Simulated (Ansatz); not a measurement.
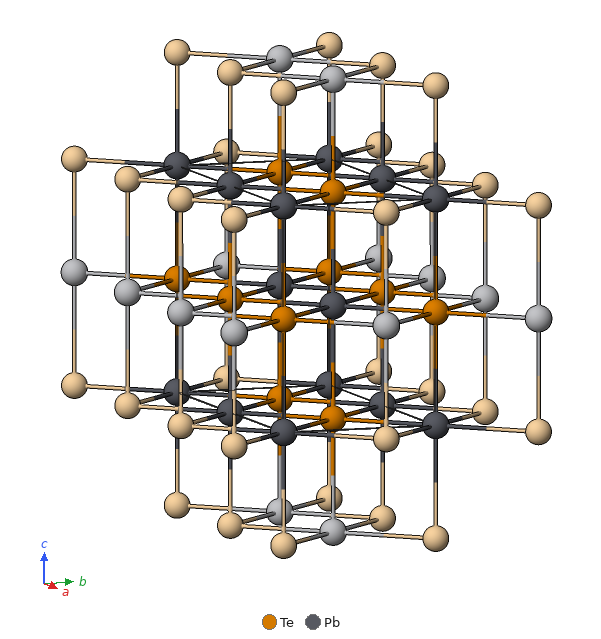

The image is a ball-and-stick drawing of a crystal, viewed slightly off an axis. The lines enclose the unit cell; boundary atoms appear with their images. Periodic images bonded to atoms of the box are shown as well, in fainter colours.

TePb, a = 9.172 Å, b = 4.586 Å, c = 6.499 Å, α = 90.00°, β = 90.00°, γ = 90.00°. Within 0.01 Å the space group is Fm-3m (No. 225), face-centred cubic: rock salt (NaCl type). The structure comes from a structure listed in the Materials Project. Earlier steps of the study, as a rule a relaxation of our own, may have changed the cell and positions, so they can lie some per cent off the listed ones. A calculation with Ansatz used it as input.

This one geometry was computed with Ansatz (DFT, plane waves, PAW) at five levels of theory: PBE, r2SCAN, PBE with spin-orbit coupling, PBE0 and HSE06.

Question: How does the band gap change with the level of theory?

Answer: PBE with spin-orbit coupling: a gap of 0.06 eV, direct; PBE: a gap of 0.76 eV, direct; r2SCAN: a gap of 1.05 eV, direct; HSE06: a gap of 1.17 eV, direct; PBE0: a gap of 1.76 eV, direct.

Question: Collect the results in a table.

Answer:
| level | cutoff (eV) | k-mesh of the run's cell | gap (eV) | pressure (GPa) |
| --- | --- | --- | --- | --- |
| PBE | 420 | 4×6×4 | 0.76 | 1.5 |
| r2SCAN | 500 | 4×6×4 | 1.05 | 0.9 |
| PBE with spin-orbit coupling | 420 | 4×6×4 | 0.06 | 1.3 |
| PBE0 | 420 | 2×4×2 | 1.76 | 1.2 |
| HSE06 | 420 | 2×4×2 | 1.17 | 1.2 |

Gaps are taken on the k-mesh or band path of each run.
